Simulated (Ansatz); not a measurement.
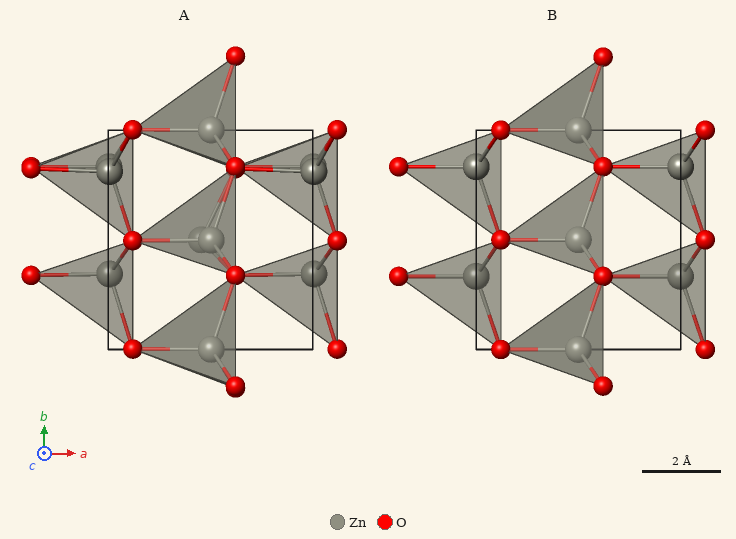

Two geometries of a defect cell of composition Zn$_{8}$O$_{7}$, drawn at one scale. One is the start of a relaxation, the other its converged end. A polyhedral model of the cell of the calculation (origin shifted), seen along the c axis.

These are results of DFT PBE, scalar-relativistic, plane waves, PAW in Ansatz, not measurements. Settings: plane-wave cutoff 420 eV; k-point mesh 3 × 3 × 3; occupations gaussian; smearing width 0.01 eV; no spin polarisation; atoms relaxed in a fixed cell; force threshold 0.025 eV/Å; at most 45 steps.

Question: Which geometry has the lower energy?

Answer: Structure A is the relaxed one. Case: O vacancy (site b), charge +0, atoms relaxed at the host's cell. A Zn atom moves most: 0.24 Å along −a. Largest moves by element: Zn 0.24 Å, O 0.05 Å. The lattice vectors keep their values. Near-neighbour distances that change, for instance: O–Zn 1.999 → 2.040 Å, O–Zn 1.999 → 2.015 Å. Bond angles that change, for instance: Zn–O–Zn 110.3° → 118.0°, O–Zn–O 110.3° → 102.6°, O–Zn–O 110.3° → 105.2°. The energy falls by 0.234 eV per cell of the calculation in 4 geometry steps. The largest force component goes from 0.69 to 0.0083 eV/Å. The run took 19 s on 4 threads of Arm Neoverse V2, with other jobs on the host, peak memory 0.65 GiB.

Limits of the set-up: the periodic images lie only 5.3 Å apart, so the values are limited by the cell's size.
